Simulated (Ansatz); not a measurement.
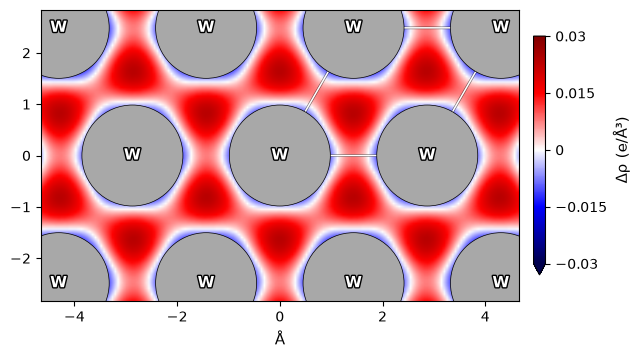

W. Difference of the valence pseudo-densities of two functionals at the same geometry, on the (100) plane of the calculation cell: one of HF and HSE06 less the other.

Both computed with Ansatz (plane waves, PAW), on the same k-point mesh. Grey discs cover the atomic cores.

```cif
data_structure
_symmetry_space_group_name_H-M 'P 1'
_symmetry_Int_Tables_number 1
_cell_length_a 2.8709
_cell_length_b 2.8709
_cell_length_c 2.8709
_cell_angle_alpha 60.000
_cell_angle_beta 60.000
_cell_angle_gamma 60.000
_cell_volume 16.73
loop_
_atom_site_label
_atom_site_type_symbol
_atom_site_fract_x
_atom_site_fract_y
_atom_site_fract_z
_atom_site_occupancy
W1 W 0.00000 0.00000 0.00000 1
```

### Which was subtracted from which, and what does the map show?

It is HF less HSE06. Against HSE06, HF gives a change of +0.008 e/Å³ at the midpoint of W–W.
